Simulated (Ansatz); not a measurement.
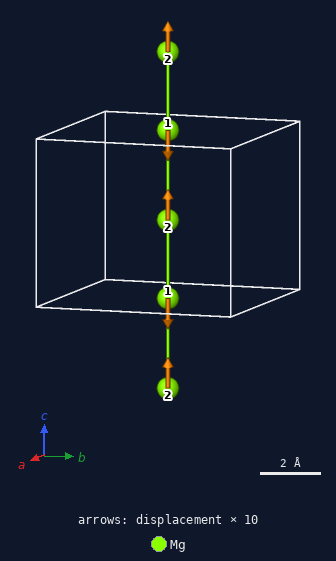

This is a relaxation of a wire of composition Mg. The starting structure is drawn; orange arrows show the displacements (the part carried along by the change of the cell is left out), 10 times their true length.

A ball-and-stick model of the cell of the calculation, with the vacuum cut short, seen slightly off an axis.

Case: dimerised chain of atoms.

Method: Ansatz 0.2.0, DFT PBE, scalar-relativistic, plane waves, PAW.

The input:
```yaml
crystal:
  lattice:
    - [9.0, 0.0, 0.0]
    - [0.0, 9.3, 0.0]
    - [0.0, 0.0, 5.7558123474]
  atoms:
    - { symbol: Mg, position: [0.5, 0.5, 0.0], spin: 0.5 }
    - { symbol: Mg, position: [0.5, 0.5, 0.465], spin: 0.5 }
basis:
  ecutwfc: 420
kpoints:
  mp_grid: { grid: [1, 1, 11] }
hamiltonian:
  xc: pbe
scf:
  occupations: { method: gaussian, width: 0.05 }
output:
  forces: true
  stress: true
  eigenvalues: true
  populations: true
  write_density: true
  write_potential: true
  elf: true
  volumetric_format: npy
magnetization:
  spin_polarized: true
relax:
  adjacent_minimum: "off"
  f_tol: 0.01
  max_steps: 45
  cell: { fix: [a, b, alpha, beta, gamma], stress_tol: 0.03 }
```

Run as
```bash
ansatz run input.yaml --threads 2 --pin off --max-ram 5120MiB --backend cpu --events-out ev --progress --plain --runs-dir out
```

**What did the optimiser do to the structure, and how much energy did it gain?**

The largest moves relative to the layer's centre, 0.11 Å, are those of Mg1 and Mg2. Along the periodic axis the drawn cell goes c 5.756 → 6.154 Å (+6.9 %). Near-neighbour distances that change, for instance: Mg1–Mg2 2.676 → 3.077 Å. The energy falls by 0.205 eV per cell of the calculation in 4 accepted moves (5 points after the start). Largest force component: 1.2 eV/Å at the start, 0.00044 eV/Å at the end. At 1 point the geometry stayed and the basis and grid were re-selected for the new cell (energy shift of 0.1 meV per cell of the calculation at most each time). The program noted that the starting moments weren't kept.

Limits of the set-up: the k-point mesh is coarse for a cell with partly filled bands.
